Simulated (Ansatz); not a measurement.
# A series of single points on Ta$_{3}$N

System: Ta$_{3}$N (4 atoms in the cell).
Method: DFT PBE, scalar-relativistic, plane waves, PAW, no spin polarisation (Ansatz 0.2.0).

The 8 runs differ only in the geometry, by a strain of the cell at fixed fractional positions. Against run 5, the strain is εyy = −0.01 η, εyz = η and εzz = −0.01 η. The structure derives from a Materials Project entry.

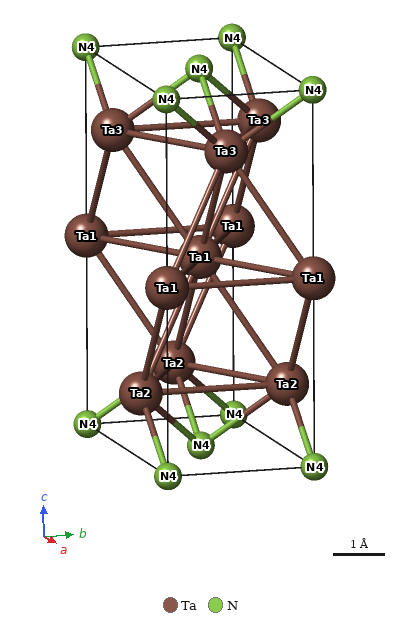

Figure 1. The structure of run 5 (ball-and-stick view of the cell 2 times as large as that of the calculation, set on its symmetry axes, seen slightly off an axis; atoms are numbered from 1 in the order of the input). An atom can appear more than once, as a periodic image.

### Input of run 5
```yaml
crystal:
  lattice:
    - [3.0217748255, 0.0, 0.0]
    - [-1.5108874128, 2.6169337634, 0.0196270032]
    - [0.0, 0.0566819114, 7.5575881873]
  atoms:
    - { symbol: Ta, position: [0.0, 0.0, 0.5] }
    - { symbol: Ta, position: [0.3333333333, 0.6666666667, 0.1735950547] }
    - { symbol: Ta, position: [0.6666666667, 0.3333333333, 0.8264049453] }
    - { symbol: "N", position: [0.0, 0.0, 0.0] }
basis:
  ecutwfc: 420
kpoints:
  mp_grid: { grid: [18, 18, 6] }
hamiltonian:
  xc: pbe
scf:
  occupations: { method: gaussian, width: 0.15 }
output:
  forces: true
  stress: true
  eigenvalues: true
```

Command:
```bash
ansatz run input.yaml --threads 1 --pin off --max-ram 2560MiB --backend cpu --events-out ev --progress --plain --runs-dir out
```

Lattice vectors (Å) and fractional positions of run 5:
```
   3.021775    0.000000    0.000000
  -1.510887    2.616934    0.019627
   0.000000    0.056682    7.557588
Ta -0.000000  0.000000  0.500000
Ta  0.333333  0.666667  0.173595
Ta  0.666667  0.333333  0.826405
N   0.000000  0.000000  0.000000
```

Run 4 differs from it as follows:
```diff
-    - [-1.5108874128, 2.6169337634, 0.0196270032]
-    - [0.0, 0.0566819114, 7.5575881873]
+    - [-1.5108874128, 2.6169337634, -0.0196270032]
+    - [0.0, -0.0566819114, 7.5575881873]
```

### Results, with one run withheld

| run | strain parameter η (%) | free energy per atom, from the lowest run given (meV) | pressure (GPa) |
| --- | --- | --- | --- |
| 1 | −3.7502 | 0.00 | 0.65 |
| 2 | −3.0002 | 0.51 | 0.35 |
| 3 | −2.2501 | 1.17 | 0.15 |
| 4 | −1.5001 | ? | ? |
| 5 | 0.0000 | 1.72 | 0.04 |
| 6 | 1.5001 | 1.75 | 0.35 |
| 7 | 1.8751 | 2.05 | 0.48 |
| 8 | 2.2501 | 2.55 | 0.63 |

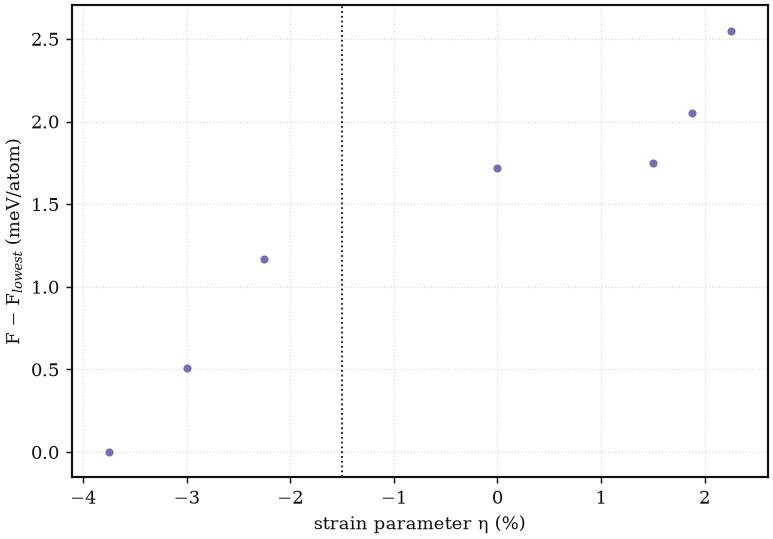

Figure 2. Free energy per atom of the runs given; the dotted line marks run 4.

What should run 4 give?

A cubic polynomial in the coordinate, fitted to the 7 runs given, misses them by at most 0.18 meV per atom. With x = η + 0.4822, it reads F = 1.5198 + 0.093323 x − 0.010061 x² + 0.034234 x³ (meV per atom). At run 4 it gives 1.38 meV per atom, and the run itself gives 1.67. The fit has no minimum inside this range.

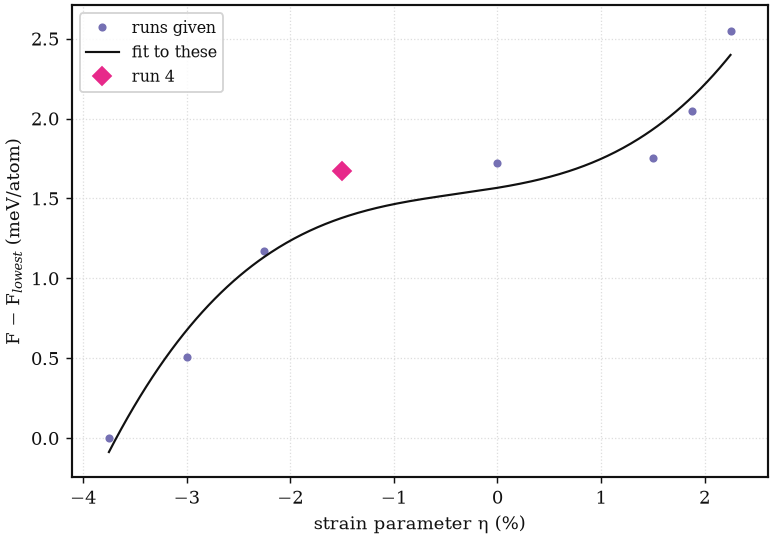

Figure 3. The fit and the withheld run.

### Output, shortened to warnings, some set-up lines, iterations and results (run 4)
```
Basis set: ecut = 420 eV, 1163 PW (Γ), exchange–correlation on 48×48×108 points (8 copies of the dense FFT grid, shifted against one another)
Symmetry: 4 space group operations
k-points: 524 of 1944
Initial density: superposition of atomic densities (neutral atoms: chi_scale 0, normalization atom), corrected by the library's trained network
[...]
SCF iter   1: F=—  HF=-30182.610012 eV  |F-HF|=—  |Δ(HF+E_count)|=         —  Δρ=8.66e-3  dr2=1.03e-1  ethr=1.77e-3  ⟨swp⟩=4.9  Hψ=58290  notcnv=0
SCF iter   2: F=—  HF=-30182.601018 eV  |F-HF|=—  |Δ(HF+E_count)|=   8.99e-3  Δρ=4.43e-3  dr2=8.81e-3  ethr=2.33e-4  ⟨swp⟩=1.0  Hψ=18340  notcnv=0
SCF iter   3: F=—  HF=-30182.599739 eV  |F-HF|=—  |Δ(HF+E_count)|=   1.28e-3  Δρ=2.02e-3  dr2=2.18e-3  ethr=2.00e-5  ⟨swp⟩=1.0  Hψ=14133  notcnv=0
SCF iter   4: F=—  HF=-30182.599251 eV  |F-HF|=—  |Δ(HF+E_count)|=   4.89e-4  Δρ=2.94e-4  dr2=6.21e-5  ethr=4.96e-6  ⟨swp⟩=2.2  Hψ=17740  notcnv=0
SCF iter   5: F=—  HF=-30182.599255 eV  |F-HF|=—  |Δ(HF+E_count)|=   4.44e-6  Δρ=1.48e-4  dr2=1.34e-5  ethr=1.41e-7  ⟨swp⟩=2.0  Hψ=19256  notcnv=0
SCF iter   6: F=—  HF=-30182.599253 eV  |F-HF|=—  |Δ(HF+E_count)|=   2.54e-6  Δρ=3.02e-5  dr2=1.52e-6  ethr=3.06e-8  ⟨swp⟩=2.0  Hψ=18473  notcnv=0
SCF iter   7: F=-30182.599252 eV  HF=-30182.599252 eV  |F-HF|=2.15e-8  |Δ(HF+E_count)|=   7.81e-8  Δρ=6.44e-6  dr2=3.31e-8  ethr=2.27e-10  ⟨swp⟩=3.7  Hψ=53645  notcnv=0
SCF 1 converged in 7 iterations: F = -30182.599252 eV  dr2 = 3.31e-8
SCF converged after 7 iterations
Free energy (F): -30182.599252 eV
Harris-Foulkes:  -30182.599252 eV  (|F-HF|=2.15e-8)
Internal energy: -30182.561866 eV  (E = F + TS)
E sigma→0 (E₀):  -30182.580559 eV
Entropy (-TS):   -0.037387 eV (-9.347 meV/atom)
Fermi energy:    18.907431 eV
--- Per-component energies (eV) ---
  E_band       = -298.275480
  E_kinetic    = 1229.006603
  E_local      = -1893.989620  (includes V_loc(G=0)·N_el)
  E_nonlocal   = 87.513581
  E_hartree    = 663.077110
  E_xc         = -715.965170
  E_vxc        = -689.232229  (∫ρ·V_xc dr)
  E_paw        = -25316.817000  (= ΣΔE_a)
  E_vpaw       = -357.729474  (= ΣTr[D̂ρ^β])
  E_aug_tail   = 0.000565  (compensation charges beyond the density's cutoff)
  E_ewald      = -4235.387935
  E_smearing   = -0.037387  (= −TS)
  E_closure    = 0.000000  (closes the sum)
  Σ components = -30182.599252   (vs F -30182.599252, Δ=0.00e0)
--- Forces (eV/Å), atoms counted from 1 ---
  atom   1  Ta    -0.00000000     0.00000000     0.00000000
  atom   2  Ta    -0.00000000     0.09957688     0.00364063
  atom   3  Ta     0.00000000    -0.09957688    -0.00364063
  atom   4  N      0.00000000     0.00000000     0.00000000
  max |Σ_I F_I| component: 0.00e0 eV/Å
--- Stress (GPa, compression-positive) ---
        0.209966       0.000000       0.000000
        0.000000      -0.164788      -0.243914
        0.000000      -0.243914       0.081392
  P = ⅓ Tr σ = 0.0422 GPa (0.422 kbar)
```

Notes: Spin–orbit coupling is left out, which matters for Ta.
